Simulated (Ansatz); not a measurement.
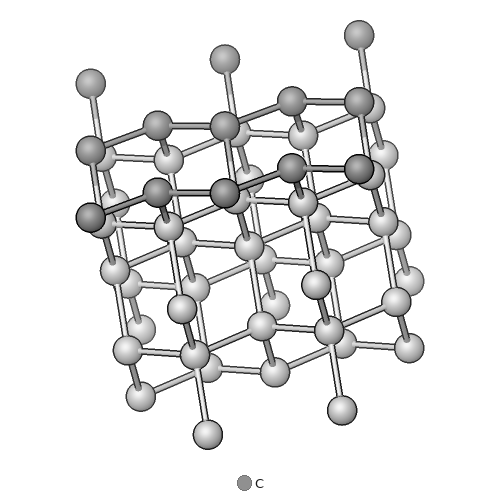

The system is CO on a C(110) slab cut from the Fd-3m phase, its upper half relaxed before the scan (40 atoms of substrate and one adsorbate in a 2 × 2 cell); the picture shows it without the atoms that are moved over the map. CO (O end down) is moved over the surface cell at a fixed height above a rigid substrate; the origin of the map has the adsorbate above C33; the height is held at 3.20 Å. Places are given modulo a cell vector. The map is drawn in real space over the plane of the surface. The grid has 4 × 4 points; 12 points were computed and 4 follow by symmetry. Places are given in fractions of the 1 × 1 surface cell. Energies are in meV, from the lowest grid point. At a fixed height the lowest place need not be the adsorption site. The calculation used DFT PBE+D3(BJ), scalar-relativistic, plane waves, PAW in Ansatz. Settings: cutoff 420 eV, k-mesh 5×4×1, gaussian smearing 0.05 eV, no spin polarisation.

Range: position of O41 along the first surface vector from 0.00 to 0.75; position of O41 along the second surface vector from 0.00 to 0.75.

Q: What will the energy surface look like?

A: The lowest grid point is at (0/4, 2/4) of the cell vectors. The highest grid point, the top site over a surface C atom, (0/4, 0/4) of the cell vectors, lies 20.2 meV above the lowest.

```tsv
second ↓, first →	0/4	1/4	2/4	3/4
3/4	4.8	3.6	2.3	3.6
2/4	0.0	0.8	1.7	0.8
1/4	14.9	16.3	17.7	16.3
0/4	20.2	19.3	18.3	19.3
```

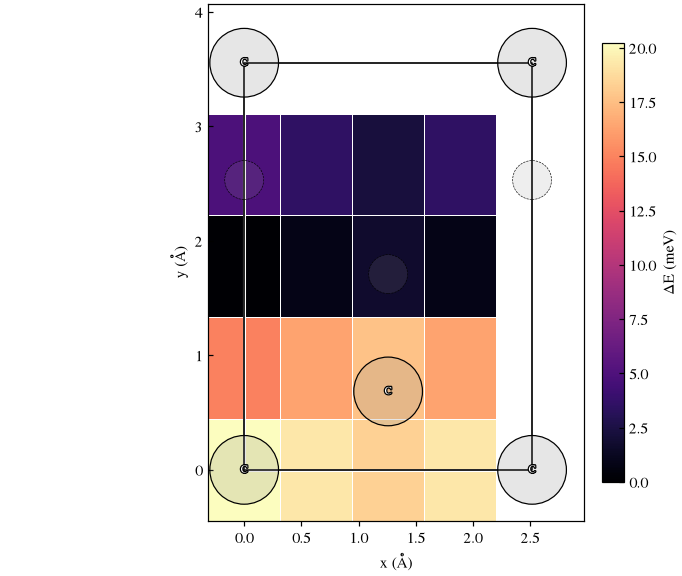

The picture shows one coloured cell a grid point, labelled circles for the atoms of the top layer and small ones for the second layer, the outline of one cell of the plane.

The whole map (12 points run) took 6.1 min on 4 threads of Intel(R) Xeon(R) Platinum 8259CL CPU @ 2.50GHz (Skylake/Cascade Lake) (shared host).

PAW datasets: the set soft_1.
